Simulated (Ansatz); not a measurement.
**Geometry relaxation of Zn25O24 (charge +2) (part 3 of 3)**

Zn25O24 (defect cell, 49 atoms in the cell, total charge +2); DFT PBE, scalar-relativistic, plane waves, PAW, no spin polarisation (Ansatz 0.2.0); cutoff 420 eV, 2×2×2 k-mesh, Gaussian smearing of 0.01 eV. The structure derives from a Materials Project entry. It belongs to a series of runs on one base structure; here: Zn interstitial, charge +2, atoms relaxed at the host's cell.

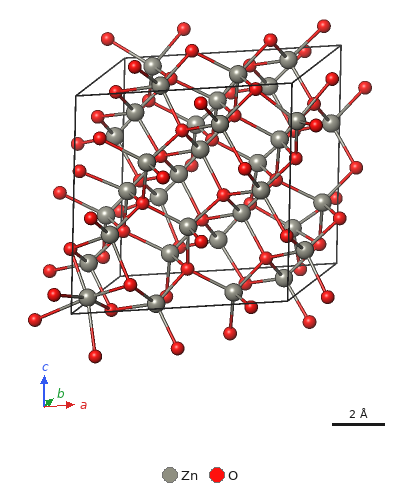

**Figure 1.** The geometry at step 3 of the log (ball-and-stick view of the cell of the calculation, seen slightly off an axis; bonded neighbours outside the cell are drawn too).

Trajectory as extended XYZ, continued
```
49
Lattice="-3.2794 5.6801 5.2932 -3.2794 -5.6801 5.2932 6.5588 -0.0000 5.2932" Properties=species:S:1:pos:R:3:forces:R:3 step=2 energy=-96618.14432
Zn    0.0360   -1.8765    7.9832   -0.0003   0.0109  -0.0015
Zn   -1.6431    0.9070    7.9832    0.0096  -0.0052  -0.0015
Zn    1.6723   -4.7274    7.9501   -0.0067   0.0073  -0.0398
Zn    3.2907   -1.8262    7.8636   -0.0372  -0.0001   0.0012
Zn   -3.2269   -1.9367    7.8636    0.0186   0.0322   0.0012
Zn    1.7630    0.9973    2.7635    0.0242   0.0175   0.0202
Zn    1.6071    0.9695    7.9832   -0.0093  -0.0057  -0.0015
Zn   -4.9302    0.9155    7.9501    0.0097   0.0022  -0.0398
Zn   -0.0638    3.7629    7.8636    0.0186  -0.0322   0.0012
Zn   -1.7452    1.0282    2.7635   -0.0272   0.0122   0.0202
Zn    3.2579    3.8119    7.9501   -0.0030  -0.0095  -0.0398
Zn   -0.0178   -2.0255    2.7635    0.0030  -0.0297   0.0202
Zn   -1.6132   -0.8741    5.3321    0.0045   0.0090   0.0166
Zn   -3.3036    1.9301    5.3516   -0.0055  -0.0376   0.0075
Zn   -0.0197   -3.8261    5.3516    0.0353   0.0140   0.0075
Zn    1.5635   -0.9600    5.3321   -0.0100  -0.0006   0.0166
Zn    1.6299   -0.8754   10.6160   -0.0104   0.0109  -0.0172
Zn   -3.2655   -3.5284    5.0791    0.0003   0.0413  -0.0275
Zn    0.0496    1.8341    5.3321    0.0055  -0.0084   0.0166
Zn   -0.0568    1.8492   10.6160   -0.0042  -0.0145  -0.0172
Zn   -1.4229    4.5922    5.0791    0.0356  -0.0209  -0.0275
Zn    3.3233    1.8960    5.3516   -0.0298   0.0236   0.0075
Zn   -1.5730   -0.9738   10.6160    0.0146   0.0036  -0.0172
Zn    4.6884   -1.0638    5.0791   -0.0359  -0.0204  -0.0275
O     0.0583   -1.9095    9.9830    0.0030  -0.0086   0.0137
O    -1.6828    0.9043    9.9830   -0.0089   0.0017   0.0137
O     1.7099   -4.7621   10.0049    0.0563  -0.0341   0.0397
O     3.2970   -1.7109    9.8718    0.0058  -0.0478   0.0073
O    -3.1301   -1.9998    9.8718   -0.0443   0.0189   0.0073
O     1.6971    0.9200    4.7040    0.0044  -0.0011  -0.0249
O     1.6245    1.0052    9.9830    0.0059   0.0069   0.0137
O    -4.9790    0.9002   10.0049   -0.0577  -0.0317   0.0397
O    -0.1668    3.7107    9.8718    0.0385   0.0289   0.0073
O    -1.6453    1.0097    4.7040   -0.0013   0.0043  -0.0249
O     3.2691    3.8619   10.0049    0.0014   0.0658   0.0397
O    -0.0518   -1.9297    4.7040   -0.0031  -0.0033  -0.0249
O    -1.6084   -0.9686    7.3103   -0.0154  -0.0151  -0.0038
O    -3.2884    1.8458    7.3408   -0.0177   0.0182   0.0114
O     0.0457   -3.7707    7.3408   -0.0069  -0.0244   0.0114
O     1.6430   -0.9086    7.3103    0.0208  -0.0058  -0.0038
O     1.6585   -0.9823   12.6319   -0.0018  -0.0051   0.0277
O    -3.2653   -3.8810    7.2295   -0.0003  -0.0468  -0.0373
O    -0.0347    1.8772    7.3103   -0.0054   0.0209  -0.0038
O     0.0214    1.9274   12.6319    0.0054   0.0010   0.0277
O    -1.7284    4.7683    7.2295   -0.0404   0.0237  -0.0373
O     3.2427    1.9249    7.3408    0.0246   0.0062   0.0114
O    -1.6799   -0.9452   12.6319   -0.0035   0.0042   0.0277
O     4.9937   -0.8874    7.2295    0.0407   0.0232  -0.0373
Zn    0.0000    0.0000    0.9642    0.0000   0.0000   0.0205
49
Lattice="-3.2794 5.6801 5.2932 -3.2794 -5.6801 5.2932 6.5588 -0.0000 5.2932" Properties=species:S:1:pos:R:3:forces:R:3 step=3 energy=-96618.14634
Zn    0.0372   -1.8758    7.9845   -0.0002  -0.0015  -0.0004
Zn   -1.6431    0.9057    7.9845   -0.0012   0.0010  -0.0004
Zn    1.6727   -4.7267    7.9487   -0.0005  -0.0004  -0.0055
Zn    3.2902   -1.8240    7.8631    0.0026   0.0018  -0.0018
Zn   -3.2247   -1.9373    7.8631    0.0002  -0.0031  -0.0018
Zn    1.7639    0.9978    2.7630   -0.0051  -0.0028  -0.0042
Zn    1.6059    0.9701    7.9845    0.0014   0.0005  -0.0004
Zn   -4.9298    0.9147    7.9487   -0.0001   0.0006  -0.0055
Zn   -0.0654    3.7614    7.8631   -0.0028   0.0013  -0.0018
Zn   -1.7460    1.0287    2.7630    0.0050  -0.0030  -0.0042
Zn    3.2571    3.8119    7.9487    0.0006  -0.0002  -0.0055
Zn   -0.0179   -2.0265    2.7630    0.0001   0.0058  -0.0042
Zn   -1.6125   -0.8720    5.3330   -0.0001   0.0013  -0.0003
Zn   -3.3031    1.9299    5.3530    0.0023  -0.0005  -0.0008
Zn   -0.0198   -3.8255    5.3530   -0.0007   0.0022  -0.0008
Zn    1.5614   -0.9605    5.3330   -0.0011  -0.0008  -0.0003
Zn    1.6303   -0.8740   10.6162    0.0010  -0.0008  -0.0026
Zn   -3.2652   -3.5260    5.0755    0.0001  -0.0009  -0.0054
Zn    0.0511    1.8325    5.3330    0.0012  -0.0005  -0.0003
Zn   -0.0582    1.8489   10.6162    0.0002   0.0012  -0.0026
Zn   -1.4210    4.5907    5.0755   -0.0009   0.0003  -0.0054
Zn    3.3229    1.8956    5.3530   -0.0016  -0.0017  -0.0008
Zn   -1.5721   -0.9749   10.6162   -0.0011  -0.0005  -0.0026
Zn    4.6862   -1.0647    5.0755    0.0007   0.0006  -0.0054
O     0.0596   -1.9103    9.9852    0.0001   0.0009   0.0011
O    -1.6842    0.9036    9.9852    0.0007  -0.0005   0.0011
O     1.7148   -4.7647   10.0082    0.0016  -0.0004   0.0060
O     3.2980   -1.7107    9.8716   -0.0012   0.0007   0.0024
O    -3.1305   -2.0008    9.8716    0.0012   0.0007   0.0024
O     1.6980    0.9190    4.7021    0.0015   0.0020   0.0023
O     1.6246    1.0068    9.9852   -0.0008  -0.0003   0.0011
O    -4.9838    0.8973   10.0082   -0.0011  -0.0012   0.0060
O    -0.1675    3.7115    9.8716    0.0000  -0.0014   0.0024
O    -1.6449    1.0110    4.7021   -0.0025   0.0003   0.0023
O     3.2690    3.8674   10.0082   -0.0005   0.0016   0.0060
O    -0.0531   -1.9300    4.7021    0.0010  -0.0023   0.0023
O    -1.6079   -0.9698    7.3104    0.0008   0.0008  -0.0005
O    -3.2890    1.8457    7.3423   -0.0004  -0.0035   0.0017
O     0.0461   -3.7712    7.3423    0.0033   0.0014   0.0017
O     1.6438   -0.9076    7.3104   -0.0011   0.0003  -0.0005
O     1.6592   -0.9836   12.6345   -0.0013   0.0012   0.0037
O    -3.2650   -3.8834    7.2250    0.0003   0.0025   0.0071
O    -0.0359    1.8774    7.3104    0.0003  -0.0011  -0.0005
O     0.0222    1.9287   12.6345   -0.0004  -0.0018   0.0037
O    -1.7307    4.7693    7.2250    0.0020  -0.0016   0.0071
O     3.2429    1.9255    7.3423   -0.0028   0.0022   0.0017
O    -1.6815   -0.9451   12.6345    0.0017   0.0006   0.0037
O     4.9956   -0.8858    7.2250   -0.0024  -0.0010   0.0071
Zn    0.0000    0.0000    0.9614    0.0000   0.0000  -0.0087
```

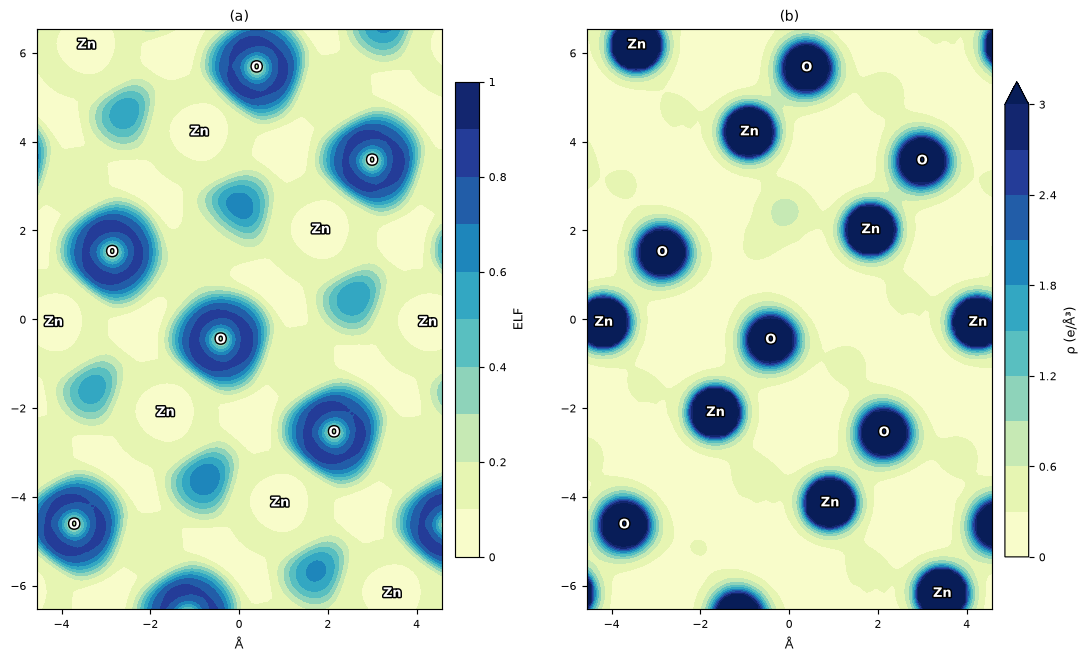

**Figure 2.** (a) electron localisation function; (b) valence charge density (pseudo) on the (101̄) plane of the calculation cell. The section cuts through Zn and O sites. Zn–O (1.94 Å): ρ at the midpoint is about 0.65 e/Å³; the ELF is about 0.25 at the midpoint. Zn–O (2.00 Å): ρ at the midpoint is about 0.56 e/Å³; the ELF is about 0.25 at the midpoint. Zn–O (2.06 Å): ρ is about 0.49 e/Å³ halfway; the ELF is about 0.20 at the midpoint. Away from the nuclei the density in this plane falls to 0.03 e/Å³ at its lowest. The fields are those of the smooth PAW valence density.

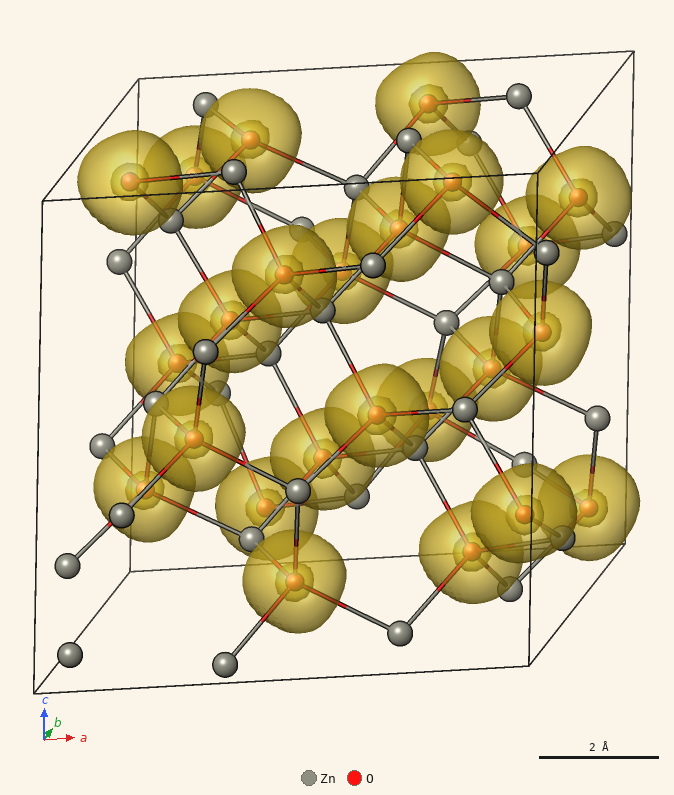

**Figure 3.** Isosurface of the electron localisation function at 0.65 (yellow), seen slightly off an axis. Core shells and regions of very low density are left out. Sticks mark near contacts. The outline is the calculation cell. Values along the shortest contacts: Zn–O (1.88 Å): the ELF is about 0.30 at the midpoint. Zn–O (1.94 Å): the ELF is about 0.25 at the midpoint.

This output came from the following input.

The input
```yaml
crystal:
  lattice:
    - [-3.2793907958, 5.6800714764, 5.2932332175]
    - [-3.2793907959, -5.6800714763, 5.2932332175]
    - [6.5587815918, -1.0e-10, 5.2932332175]
  atoms:
    - { symbol: Zn, position: [0.3356442126, 0.6661347266, 0.5062187272] }
    - { symbol: Zn, position: [0.6661347266, 0.5062187272, 0.3356442126] }
    - { symbol: Zn, position: [-0.0005001409, 0.8319586599, 0.6705960563] }
    - { symbol: Zn, position: [0.1671105241, 0.4888855671, 0.8296829589] }
    - { symbol: Zn, position: [0.4888855671, 0.8296829589, 0.1671105241] }
    - { symbol: Zn, position: [0.1721908734, -0.0032540864, 0.353124729] }
    - { symbol: Zn, position: [0.5062187272, 0.3356442126, 0.6661347266] }
    - { symbol: Zn, position: [0.8319586599, 0.6705960563, -0.0005001409] }
    - { symbol: Zn, position: [0.8296829589, 0.1671105241, 0.4888855671] }
    - { symbol: Zn, position: [0.353124729, 0.1721908734, -0.0032540864] }
    - { symbol: Zn, position: [0.6705960563, -0.0005001409, 0.8319586599] }
    - { symbol: Zn, position: [-0.0032540864, 0.353124729, 0.1721908734] }
    - { symbol: Zn, position: [0.3406621161, 0.4947898864, 0.1717066695] }
    - { symbol: Zn, position: [0.6747643951, 0.3349750979, 0.0011237112] }
    - { symbol: Zn, position: [0.0011237112, 0.6747643951, 0.3349750979] }
    - { symbol: Zn, position: [0.1717066695, 0.3406621161, 0.4947898864] }
    - { symbol: Zn, position: [0.5085461486, 0.6628520521, 0.8341336709] }
    - { symbol: Zn, position: [0.17524646, 0.7967207859, -0.0119329216] }
    - { symbol: Zn, position: [0.4947898864, 0.1717066695, 0.3406621161] }
    - { symbol: Zn, position: [0.8341336709, 0.5085461486, 0.6628520521] }
    - { symbol: Zn, position: [0.7967207859, -0.0119329216, 0.17524646] }
    - { symbol: Zn, position: [0.3349750979, 0.0011237112, 0.6747643951] }
    - { symbol: Zn, position: [0.6628520521, 0.8341336709, 0.5085461486] }
    - { symbol: Zn, position: [-0.0119329216, 0.17524646, 0.7967207859] }
    - { symbol: O, position: [0.457654056, 0.7936960256, 0.6343606629] }
    - { symbol: O, position: [0.7936960256, 0.6343606629, 0.457654056] }
    - { symbol: O, position: [0.1241580596, 0.9622314351, 0.8033984641] }
    - { symbol: O, position: [0.3035479542, 0.6047792437, 0.9566944537] }
    - { symbol: O, position: [0.6047792437, 0.9566944537, 0.3035479542] }
    - { symbol: O, position: [0.2911465606, 0.1290088265, 0.4687177567] }
    - { symbol: O, position: [0.6343606629, 0.457654056, 0.7936960256] }
    - { symbol: O, position: [0.9622314351, 0.8033984641, 0.1241580596] }
    - { symbol: O, position: [0.9566944537, 0.3035479542, 0.6047792437] }
    - { symbol: O, position: [0.4687177567, 0.2911465606, 0.1290088265] }
    - { symbol: O, position: [0.8033984641, 0.1241580596, 0.9622314351] }
    - { symbol: O, position: [0.1290088265, 0.4687177567, 0.2911465606] }
    - { symbol: O, position: [0.4569320515, 0.6272239327, 0.2968327308] }
    - { symbol: O, position: [0.7918208475, 0.4668289909, 0.1279853807] }
    - { symbol: O, position: [0.1279853807, 0.7918208475, 0.4668289909] }
    - { symbol: O, position: [0.2968327308, 0.4569320515, 0.6272239327] }
    - { symbol: O, position: [0.6247788495, 0.7974228042, 0.9639343913] }
    - { symbol: O, position: [0.2800563384, 0.9628500408, 0.1236236964] }
    - { symbol: O, position: [0.6272239327, 0.2968327308, 0.4569320515] }
    - { symbol: O, position: [0.9639343913, 0.6247788495, 0.7974228042] }
    - { symbol: O, position: [0.9628500408, 0.1236236964, 0.2800563384] }
    - { symbol: O, position: [0.4668289909, 0.1279853807, 0.7918208475] }
    - { symbol: O, position: [0.7974228042, 0.9639343913, 0.6247788495] }
    - { symbol: O, position: [0.1236236964, 0.2800563384, 0.9628500408] }
    - { symbol: Zn, position: [0.060860011, 0.060860011, 0.060860011] }
  host:
    lattice:
      - [3.2793907959, 0.0, 0.0]
      - [-1.6396953979, 2.8400357382, 0.0]
      - [0.0, 0.0, 5.2932332175]
    atoms:
      - { symbol: Zn, position: [0.6666666667, 0.3333333333, 0.5006044103] }
      - { symbol: Zn, position: [0.3333333333, 0.6666666667, 0.0006044103] }
      - { symbol: O, position: [0.6666666667, 0.3333333333, 0.8797055897] }
      - { symbol: O, position: [0.3333333333, 0.6666666667, 0.3797055897] }
total_charge: 2
basis:
  ecutwfc: 420
  xc_grid: 2
kpoints:
  mp_grid: { grid: [2, 2, 2], shift: [0.5, 0.5, 0.5] }
hamiltonian:
  xc: pbe
scf:
  occupations: { method: gaussian, width: 0.01 }
output:
  forces: true
  stress: false
  eigenvalues: true
  charged_corrections:
    defect_position: [0.06944444, 0.06944444, 0.06944444]
    epsilon: [[10.5527, 0.0, 0.0], [0.0, 10.5527, 0.0], [0.0, 0.0, 11.5861]]
  write_density: true
  write_potential: true
  elf: true
  volumetric_format: npy
relax:
  adjacent_minimum: "off"
  f_tol: 0.025
  max_steps: 45
```

Launched with:
```bash
ansatz run input.yaml --threads 4 --pin off --max-ram 6144MiB --backend cpu --events-out ev --progress --plain --runs-dir out
```

Summary

| quantity | value |
| --- | --- |
| outcome | converged |
| electrons treated | 442 |
| free energy | −96618.1463 eV |
| Fermi energy | 7.850 eV |
| gap on the k-point mesh | 1.85 eV |
| final volume | 591.59 Å³ |
| largest force (length of the vector) at the end | 0.009 eV/Å |
| hardware | 4 threads of Arm Neoverse V1, 24 GiB of memory available, shared host |
| wall time | 74 s (CPU time 4.8 min) |
| peak memory | 1.8 GiB |
